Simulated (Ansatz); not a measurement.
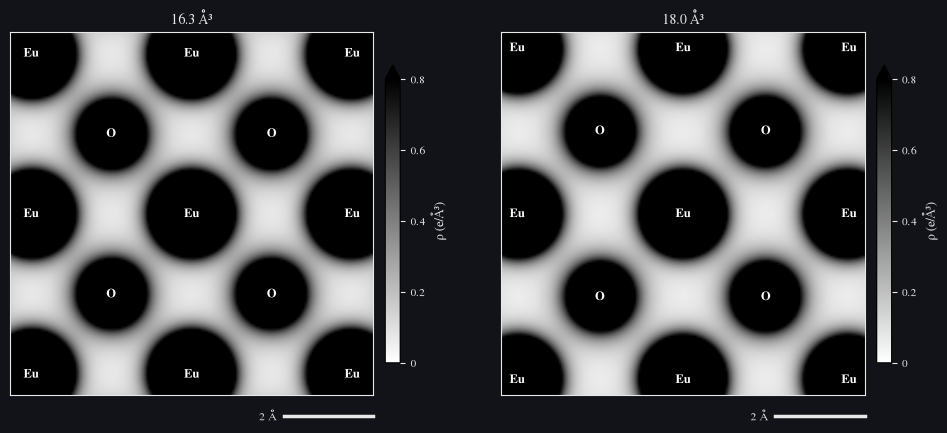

EuO. The valence electron density of cells scaled evenly to different volumes (given per atom above each panel), on the (011) plane of each (indices in the axes of the cell below), at one length scale and on one colour scale.

No Hubbard U on the f states and no spin–orbit coupling; spin-polarised.

Theory: Ansatz, Kohn-Sham DFT of a periodic cell, PBE, Ansatz PAW.

Core electrons are frozen (PAW), and the valence fields are smoothed inside the atomic spheres.

The largest cell:

```
Eu O
1.0
     0.00000    2.62239    2.62239
     2.62239    0.00000    2.62239
     2.62239    2.62239    0.00000
Eu O
1 1
Direct
  0.00000 0.00000 0.00000
  0.50000 0.50000 0.50000
```

| volume (Å³/atom) | Eu–O contact in the plane (Å) | ρ at its midpoint (e/Å³) | pressure (GPa) | largest moment (μB) | 
| --- | --- | --- | --- | --- |
| 16.33 | 2.537 | 0.295 | −0.7 | 6.59 | 
| 17.69 | 2.606 | ? | ? | ? | 
| 18.03 | 2.622 | 0.244 | −8.0 | 6.66 | 

Q: Estimate the missing row, and compare with the calculation.

A: Over the known rows ln ρ falls by 2.23 per Å of Eu–O distance (the line through the two), which gives 0.253 e/Å³ at 2.606 Å; the calculation gives 0.254 e/Å³. For the pressure, a straight line in volume between the neighbouring rows gives −6.5 GPa; the calculation gives −6.9, lower because pressure rises ever faster on compression. For the largest moment, a straight line in volume between the neighbouring rows gives 6.65 μB; the calculation gives 6.65.
